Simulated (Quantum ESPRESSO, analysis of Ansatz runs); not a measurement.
# A hop of O in SnO2 (P4_2/mnm), charge 0 (Quantum ESPRESSO), part 2 of 3

Aim: the barrier of one jump in SnO2 (P4_2/mnm) at charge 0: V_O hop (2.9 Å). The model is a cell of 72 host atoms with 1 O taken out; O is the atom that moves.

Quantum ESPRESSO 7.5; Quantum ESPRESSO plane-wave DFT, PBEsol, GBRV 1.5 PBEsol potentials; nudged elastic band between two relaxed defect structures.

So far: The structure; Relaxation of the start point, charge 0.

### Step 3. Relaxation of the end point, charge 0

Level of this step: Quantum ESPRESSO plane-wave DFT, PBEsol, GBRV 1.5 PBEsol potentials; relaxation of all atoms of a defect supercell (Quantum ESPRESSO).

The end point is relaxed in the same cell and settings, so that the two energies compare. Atoms more than 3.2 Å from the middle of the hop start where the first relaxation left them, the nearer ones on or close to their ideal places, with small random displacements.

The input, pw.in:

```
&CONTROL
  calculation = 'relax'
  prefix = 'pwscf'
  outdir = './tmp'
  pseudo_dir = './pseudo'
  tprnfor = .true.
  disk_io = 'low'
  nstep = 70
  forc_conv_thr = 0.0012
  etot_conv_thr = 0.0001
/
&SYSTEM
  ibrav = 0
  nat = 71
  ntyp = 2
  ecutwfc = 36
  ecutrho = 288
  nbnd = 313
  occupations = 'fixed'
  nosym = .true.
/
&ELECTRONS
  conv_thr = 7d-08
  electron_maxstep = 100
  mixing_beta = 0.5
/
&IONS
  ion_dynamics = 'bfgs'
/
ATOMIC_SPECIES
Sn   118.7100 sn_pbesol_v1.4.uspp.F.UPF
O     15.9990 o_pbesol_v1.2.uspp.F.UPF
CELL_PARAMETERS angstrom
   9.5066964961    0.0000000000    0.0000000000
   0.0000000000    9.5066964961    0.0000000000
   0.0000000000    0.0000000000    9.6255699527
ATOMIC_POSITIONS crystal
Sn     0.2481786969    0.2502716190    0.1664480424
Sn     0.0040299480   -0.0042331065    0.0000303793
[... 4 atom lines left out ...]
Sn     0.2491094315    0.2504049958    0.5003816716
[... 1 atom line left out ...]
O      0.0968717236    0.4030533195    0.4989631221
[... 2 atom lines left out ...]
O      0.4029762085    0.5960106139    0.4996883134
[... 5 atom lines left out ...]
O      0.3461227129    0.3473353684    0.6661393045
[... 3 atom lines left out ...]
O      0.4032136373    0.5959001499    0.1667647324
[... 2 atom lines left out ...]
Sn     0.2502247617    0.7499962666    0.5010148994
[... 2 atom lines left out ...]
O      0.1540526193    0.6532263618    0.3336480546
[... 9 atom lines left out ...]
O      0.5985350864    0.4007507250    0.1625618579
[... 5 atom lines left out ...]
O      0.5979383573    0.4029625234    0.4996994457
[... 16 atom lines left out ...]
Sn     0.4990845120    0.5005036387    0.3332135771
[... 2 atom lines left out ...]
O      0.6469069675    0.6562877538    0.3364134275
[... 2 atom lines left out ...]
Sn     0.5004139410    0.5009298322    0.6664043574
[... 3 atom lines left out ...]
O      0.8472215116    0.8470915047    0.6670149586
K_POINTS gamma
```

Run with:

```bash
$ OMP_NUM_THREADS=1 mpirun -n 4 pw.x -in pw.in > pw.out
```

The program printed:

```text
[shortened: banners, details of potentials and solvers, and blank lines are left out]
[banner, memory and clock lines left out]
     gamma-point specific algorithms are used
     one sub-group per band group will be used
     bravais-lattice index     =            0
     lattice parameter (alat)  =      17.9651  a.u.
     unit-cell volume          =    5870.5976 (a.u.)^3
     number of atoms/cell      =           71
     number of atomic types    =            2
     number of electrons       =       618.00
     number of Kohn-Sham states=          313
     kinetic-energy cutoff     =      36.0000  Ry
     charge density cutoff     =     288.0000  Ry
     scf convergence threshold =      7.0E-08
     mixing beta               =       0.5000
     number of iterations used =            8  plain     mixing
     energy convergence thresh.=      1.0E-04
     force convergence thresh. =      1.2E-03
     Exchange-correlation= SLA  PW   PSX  PSC
                           (   1   4  10   8   0   0   0)
     nstep                     =           70
     crystal axes: (cart. coord. in units of alat)
               a(1) = (   1.000000   0.000000   0.000000 )
               a(2) = (   0.000000   1.000000   0.000000 )
               a(3) = (   0.000000   0.000000   1.012504 )
     PseudoPot. # 1 for Sn read from file:
     sn_pbesol_v1.4.uspp.F.UPF
     Pseudo is Ultrasoft + core correction, Zval = 14.0
[...]
PseudoPot. # 2 for O  read from file:
     o_pbesol_v1.2.uspp.F.UPF
     Pseudo is Ultrasoft + core correction, Zval =  6.0
[...]
atomic species   valence    mass     pseudopotential
     Sn               14.00   118.71000     Sn( 1.00)
     O                 6.00    15.99900     O ( 1.00)
     No symmetry found
     site n.     atom                  positions (alat units)
         1        Sn     tau(   1) = (   0.2481787   0.2502716   0.1685293  )
         2        Sn     tau(   2) = (   0.0040299  -0.0042331   0.0000308  )
         3        O      tau(   3) = (   0.0960887   0.4031487   0.1680706  )
         4        O      tau(   4) = (   0.4012784   0.0961171   0.1704193  )
         5        O      tau(   5) = (   0.1533085   0.1514448   0.0000741  )
         6        O      tau(   6) = (   0.3476846   0.3464664   0.0000540  )
         7        Sn     tau(   7) = (   0.2491094   0.2504050   0.5066385  )
         8        Sn     tau(   8) = (  -0.0032224   0.0031548   0.3361418  )
[...]
number of k points=     1
                       cart. coord. in units 2pi/alat
        k(    1) = (   0.0000000   0.0000000   0.0000000), wk =   2.0000000
     Dense  grid:   242294 G-vectors     FFT dimensions: ( 100, 100, 100)
     Smooth grid:    85691 G-vectors     FFT dimensions: (  72,  72,  72)
     Check: negative core charge=   -0.000002
     starting charge     593.9989, renormalised to     618.0000
     Self-consistent Calculation
     iteration #  1     ecut=    36.00 Ry     beta= 0.50
     total energy              =   -5324.48301093 Ry
     estimated scf accuracy    <      19.13104244 Ry
     iteration #  2     ecut=    36.00 Ry     beta= 0.50
     total energy              =   -5329.98550744 Ry
     estimated scf accuracy    <       2.96236640 Ry
     iteration #  3     ecut=    36.00 Ry     beta= 0.50
     total energy              =   -5330.33790507 Ry
     estimated scf accuracy    <       0.20064855 Ry
[...]
estimated scf accuracy    <       0.00013337 Ry
     iteration # 10     ecut=    36.00 Ry     beta= 0.50
     total energy              =   -5330.37609836 Ry
     estimated scf accuracy    <       0.00001210 Ry
[... 110 further cycles ...]
     iteration #  8     ecut=    36.00 Ry     beta= 0.50
     total energy              =   -5330.42429420 Ry
     estimated scf accuracy    <          1.8E-09 Ry
     iteration #  9     ecut=    36.00 Ry     beta= 0.50
     End of self-consistent calculation
          k = 0.0000 0.0000 0.0000 ( 10712 PWs)   bands (ev):
   -11.9219 -11.8428 -11.8213 -11.7579 -11.7424 -11.7137 -11.6467 -11.6025
   -11.5987 -11.5897 -11.5572 -11.5531 -11.5361 -11.5111 -11.5099 -11.4987
   -11.4890 -11.4437 -11.4300 -11.4246 -11.4069 -11.3942 -11.3671 -11.3576
   -11.3270 -11.2876 -11.2793 -11.2243 -11.2128 -11.1456 -11.0622 -11.0611
   -11.0513 -11.0348 -11.0337 -11.0209 -11.0101 -10.9920 -10.9825 -10.9813
   -10.9318 -10.9169 -10.9108 -10.9031 -10.9001 -10.8802 -10.8716 -10.8579
   -10.8533 -10.8389 -10.8300 -10.8296 -10.8130 -10.8058 -10.7902 -10.7836
   -10.7821 -10.7697 -10.7656 -10.7624 -10.7586 -10.7411 -10.7305 -10.7282
[...]
13.3538
     highest occupied, lowest unoccupied level (ev):     9.7224   11.7353
!    total energy              =   -5330.42429420 Ry
     estimated scf accuracy    <          8.2E-10 Ry
     The total energy is the sum of the following terms:
     one-electron contribution =   -1633.00868253 Ry
     hartree contribution      =    1293.64510401 Ry
     xc contribution           =   -1366.95010752 Ry
     ewald contribution        =   -3624.11060817 Ry
     convergence has been achieved in   9 iterations
     Forces acting on atoms (cartesian axes, Ry/au):
     atom    1 type  1   force =     0.00061582    0.00064253   -0.00032758
     atom    2 type  1   force =    -0.00031994   -0.00054240    0.00044960
     atom    3 type  2   force =    -0.00023480    0.00064696   -0.00038536
     atom    4 type  2   force =     0.00061599   -0.00056840   -0.00095867
     atom    5 type  2   force =    -0.00054836   -0.00040689   -0.00069672
     atom    6 type  2   force =    -0.00016593    0.00033091   -0.00059977
     atom    7 type  1   force =     0.00115093    0.00039440    0.00026656
     atom    8 type  1   force =    -0.00020350   -0.00005322    0.00010035
[...]
Total force =     0.007729     Total SCF correction =     0.000103
     Energy error            =      1.4E-04 Ry
     Gradient error          =      1.6E-03 Ry/Bohr
     number of scf cycles    =  13
     number of bfgs steps    =  12
     energy             old  =   -5330.4241515655 Ry
     energy             new  =   -5330.4242942010 Ry
     CASE: energy            _new < energy            _old
     new trust radius        =       0.0089755272 bohr
     new conv_thr            =       0.0000000010 Ry
ATOMIC_POSITIONS (crystal)
Sn               0.2433942624        0.2432404193        0.1583687551
Sn              -0.0016919904       -0.0024670767       -0.0013824737
O                0.1027050318        0.4051304282        0.1694160540
O                0.4052012675        0.1024210552        0.1697110877
O                0.1507745727        0.1506336329       -0.0041835516
O                0.3467833163        0.3454140652        0.0006496698
Sn               0.2433544406        0.2432103668        0.5082164696
Sn               0.0008325195        0.0000498224        0.3332144442
[...]
Check: negative core charge=   -0.000002
     Self-consistent Calculation
     iteration #  1     ecut=    36.00 Ry     beta= 0.50
     total energy              =   -5330.42436790 Ry
     estimated scf accuracy    <       0.00005513 Ry
     iteration #  2     ecut=    36.00 Ry     beta= 0.50
     total energy              =   -5330.42437413 Ry
     estimated scf accuracy    <       0.00000880 Ry
     iteration #  3     ecut=    36.00 Ry     beta= 0.50
     total energy              =   -5330.42437602 Ry
     estimated scf accuracy    <       0.00000196 Ry
[...]
estimated scf accuracy    <       0.00000010 Ry
     iteration #  6     ecut=    36.00 Ry     beta= 0.50
     total energy              =   -5330.42437656 Ry
     estimated scf accuracy    <       0.00000001 Ry
     iteration #  7     ecut=    36.00 Ry     beta= 0.50
     total energy              =   -5330.42437656 Ry
     estimated scf accuracy    <          1.4E-09 Ry
     iteration #  8     ecut=    36.00 Ry     beta= 0.50
     End of self-consistent calculation
          k = 0.0000 0.0000 0.0000 ( 10712 PWs)   bands (ev):
   -11.9225 -11.8446 -11.8210 -11.7591 -11.7417 -11.7144 -11.6465 -11.6014
   -11.5986 -11.5883 -11.5564 -11.5530 -11.5364 -11.5115 -11.5110 -11.4983
   -11.4899 -11.4437 -11.4297 -11.4240 -11.4057 -11.3952 -11.3660 -11.3571
   -11.3267 -11.2876 -11.2790 -11.2249 -11.2123 -11.1459 -11.0638 -11.0616
   -11.0523 -11.0361 -11.0337 -11.0214 -11.0112 -10.9932 -10.9831 -10.9814
   -10.9317 -10.9179 -10.9105 -10.9036 -10.9011 -10.8800 -10.8719 -10.8575
   -10.8526 -10.8382 -10.8301 -10.8297 -10.8137 -10.8056 -10.7903 -10.7840
   -10.7815 -10.7692 -10.7659 -10.7613 -10.7588 -10.7403 -10.7308 -10.7272
[...]
13.3526
     highest occupied, lowest unoccupied level (ev):     9.7229   11.7367
!    total energy              =   -5330.42437656 Ry
     estimated scf accuracy    <          3.0E-10 Ry
     The total energy is the sum of the following terms:
     one-electron contribution =   -1632.94248358 Ry
     hartree contribution      =    1293.61276361 Ry
     xc contribution           =   -1366.94927394 Ry
     ewald contribution        =   -3624.14538265 Ry
     convergence has been achieved in   8 iterations
     Forces acting on atoms (cartesian axes, Ry/au):
     atom    1 type  1   force =     0.00004278    0.00010805   -0.00038246
     atom    2 type  1   force =     0.00009400    0.00016404    0.00029947
     atom    3 type  2   force =     0.00004314    0.00058282   -0.00066869
     atom    4 type  2   force =     0.00025249   -0.00027522   -0.00099487
     atom    5 type  2   force =    -0.00002260   -0.00016392   -0.00022954
     atom    6 type  2   force =    -0.00064006   -0.00012358   -0.00063629
     atom    7 type  1   force =     0.00048693    0.00012818    0.00040134
     atom    8 type  1   force =     0.00004720   -0.00028068    0.00011586
[...]
Total force =     0.005959     Total SCF correction =     0.000073
     Energy error            =      8.2E-05 Ry
     Gradient error          =      1.1E-03 Ry/Bohr
     bfgs converged in  14 scf cycles and  13 bfgs steps
     (criteria: energy <  1.0E-04 Ry, force <  1.2E-03 Ry/Bohr)
     End of BFGS Geometry Optimization
     Final energy             =   -5330.4243765634 Ry
Begin final coordinates
ATOMIC_POSITIONS (crystal)
Sn               0.2433942624        0.2432404193        0.1583687551
Sn              -0.0016919904       -0.0024670767       -0.0013824737
O                0.1027050318        0.4051304282        0.1694160540
O                0.4052012675        0.1024210552        0.1697110877
O                0.1507745727        0.1506336329       -0.0041835516
O                0.3467833163        0.3454140652        0.0006496698
Sn               0.2433544406        0.2432103668        0.5082164696
Sn               0.0008325195        0.0000498224        0.3332144442
[...]
End final coordinates
```

Elapsed: 13 min, on 4 MPI ranks of Arm Neoverse V1, shared host; peak memory 1.6 GiB.

Relaxation path:

```
step  energy less that of the first step (eV)
   0                                   0.0000
   1                                  -0.2814
   2                                  -0.4336
   3                                  -0.4996
   4                                  -0.5589
   5                                  -0.5985
   6                                  -0.6153
   7                                  -0.6326
   8                                  -0.6412
   9                                  -0.6465
  10                                  -0.6507
  11                                  -0.6537
  12                                  -0.6556
  13                                  -0.6568
```

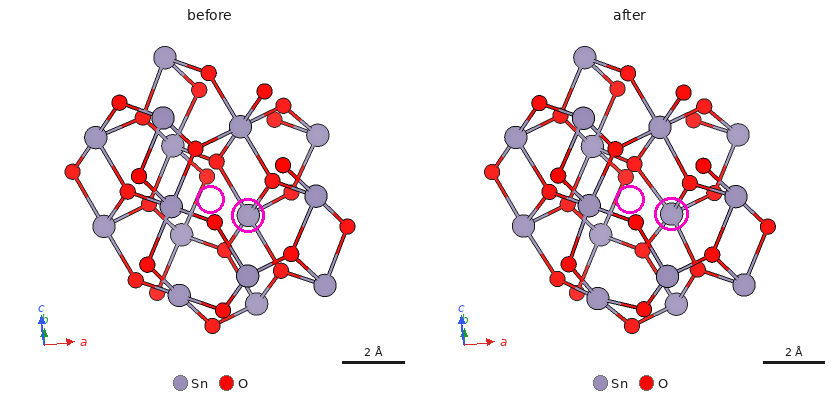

Before and after: the atoms that start within 5 Å of the centre. Sn61, which moves most, is ringed if it is among them. A ring with no atom in it marks the empty centre.

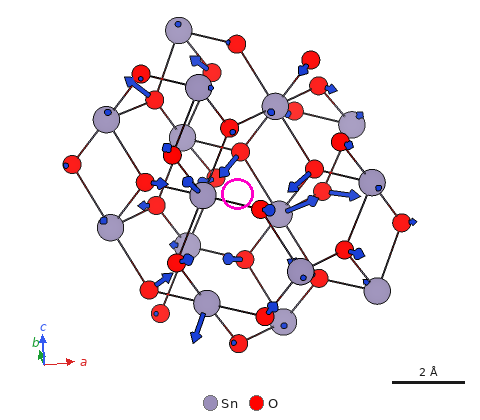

Displacements in the relaxation near the centre, exaggerated; the longest in the cell stands for 0.15 Å. A ring marks the centre wherever it is empty.

The atoms that moved most (Å):

```
atom      dx      dy      dz  length
Sn61   0.116   0.093   0.002   0.149
 O38  -0.090  -0.044   0.078   0.127
 O12  -0.069  -0.085  -0.038   0.116
 Sn7  -0.055  -0.068   0.075   0.116
 O34  -0.071   0.074   0.045   0.112
 Sn1  -0.045  -0.067  -0.078   0.112
 O44  -0.082  -0.068  -0.035   0.112
 O22  -0.068  -0.080   0.037   0.111
```

Neighbours of O12 at the end:

```
atom  distance (Å)
Sn61         2.046
Sn25         2.081
Sn67         2.091
 O44         2.588
 O18         2.858
 O28         2.884
 O34         2.900
 O29         2.939
 O70         2.978
 O35         2.981
```

This step gave:

| Property | Result |
| --- | --- |
| highest filled level | 9.723 eV |
| lowest empty level | 11.74 eV |
| r.m.s. move of the farther half of the atoms | 0.02598 Å |
| largest move from the ideal geometry of this structure, a common shift of the far atoms taken out | 0.1425 Å |

The relaxation gained 0.657 eV and ended with a largest force component of 0.029 eV/Å. The end lies 0.001 eV above the start.

(Part 2 of 3 ends here.)

[Logs are printed without paths, hosts, clocks, repeated set-up lines and the standing remarks that a program may print on its own settings, such as how far it seeks lower states.]

[Hosts, paths, dates, database ids (printed as entryN), source tags and the programs' standing remarks are cut or masked in the printed files.]
